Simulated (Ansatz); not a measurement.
# Si3N2: what the fields show

```
Si N
1.0
     2.88613    0.00000    0.00000
    -1.44307    2.49946    0.00000
     0.00000    0.00000   19.77567
Si N
6 4
Cartesian
  0.0000 0.0000 18.5751
  0.0000 0.0000 1.2006
  0.0000 1.6663 13.3250
  1.4431 0.8331 6.4506
  0.0000 1.6663 10.8956
  1.4431 0.8331 8.8801
  1.4431 0.8331 18.0113
  0.0000 1.6663 1.7644
  0.0000 0.0000 13.8932
  0.0000 0.0000 5.8825
```

Space group P-3m1; a generated structure, not necessarily the stable one.

Method: DFT PBE, scalar-relativistic, plane waves, PAW (Ansatz 0.2.0).

Core electrons are frozen (PAW), and the valence fields are smoothed inside the atomic spheres.

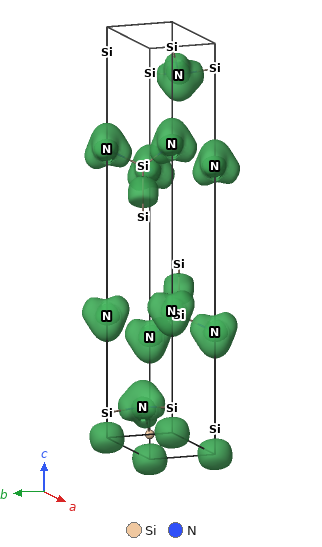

Figure 1. Isosurface of the ELF at 0.75 (green), seen at an oblique angle. Only the valence region is drawn (cores and ρ < 0.01 e/Å³ removed). Sticks mark near contacts.

Describe the localisation domains.

The ELF exceeds this value in three regions between bonded Si–Si atoms and four regions on N in which the atom's valence shell and bonds are merged, counted in one cell of 10 atoms. Any copies at cell faces, edges or corners count once. Profiles from the grid: Si–N (1.76 Å): the ELF peaks at about 0.90 between the atoms. Si–Si (2.40 Å): the ELF peaks at about 1 between the atoms.

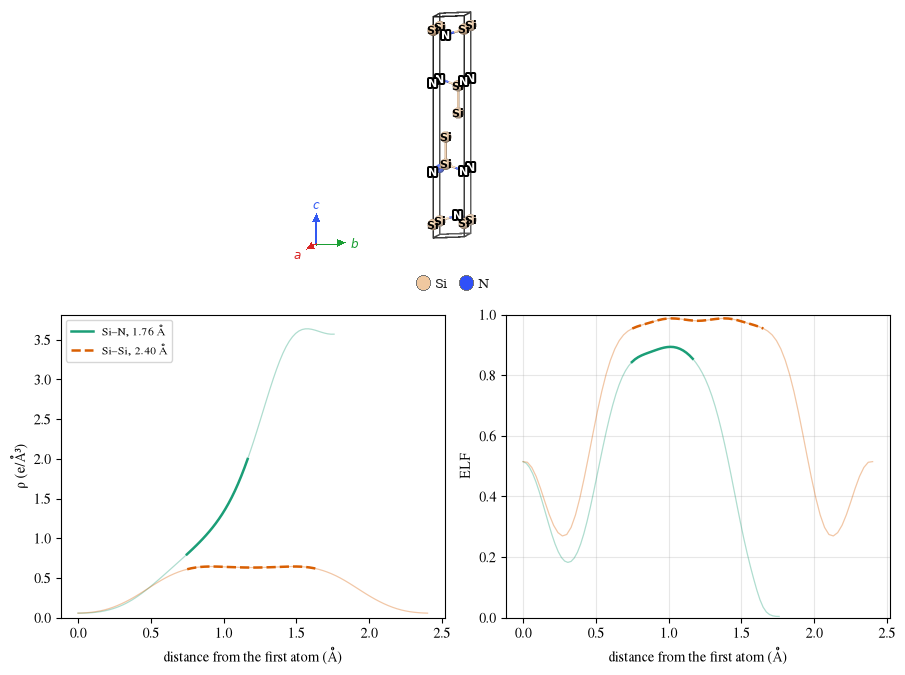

Figure 2. Valence charge density (pseudo) and ELF along straight lines between neighbouring atoms. Thin, pale parts lie inside the atomic spheres. The structure is drawn too.

Compare the contacts.

Si–N (1.76 Å): ρ at the midpoint is about 1 e/Å³; the ELF peaks at about 0.90 between the atoms.
Si–Si (2.40 Å): ρ is about 0.63 e/Å³ halfway; the ELF peaks at about 1 between the atoms.

Does the calculation make it a metal, or give it a gap?

It is metallic or semimetallic at this level of theory: no gap opens.

How much charge does the calculation move between the atoms?

Electrons move from Si towards N. Bader charges: Si −0.06 to +2.34 and N −2.29 e.
